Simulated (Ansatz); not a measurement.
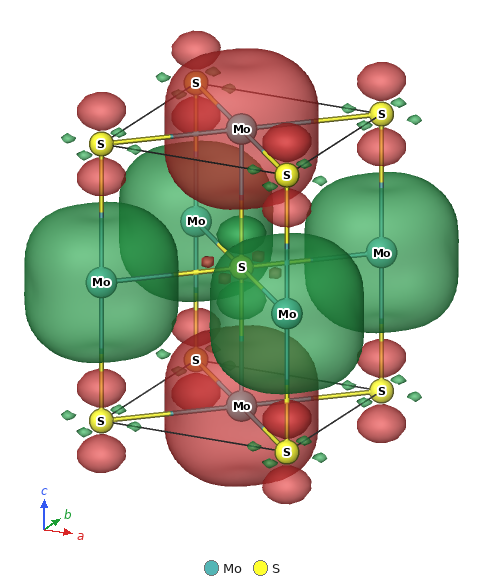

The picture shows: MoS. Isosurfaces of the magnetisation density (up minus down) at +0.04 (green) and −0.04 e/Å³ (red), seen at an oblique angle. Sticks mark near contacts.

Space group I4/mmm; started from the rocksalt prototype, which need not be the ambient phase; changed on purpose from its base cell (volume × 1.040); computed pressure about −3 GPa in this cell; spin-polarised.

Computed with Ansatz 0.2.0, DFT r2SCAN, scalar-relativistic, plane waves, PAW.

The density is the valence pseudo-density of a PAW calculation; it isn't the true density close to the nuclei.

```xyz
4
Lattice="0.0000 -2.5873 -2.5873 0.0000 2.5873 -2.5873 5.1533 0.0000 0.0000" Properties=species:S:1:pos:R:3 pbc="T T T"
Mo    2.5766    0.0000    0.0000
S     0.0000    0.0000    0.0000
Mo    0.0000    0.0000   -2.5873
S     2.5766    0.0000   -2.5873
```

**Where is the spin, and how is it ordered?**

The spin density sits on Mo: +2.2 μB and −2.2 μB in one cell of 4 atoms: antiferromagnetic in this solution, which needn't be the ground state, with some nearest magnetic neighbours parallel and some opposed. The cell of the calculation (4 atoms) carries 0.0 μB of net spin moment.
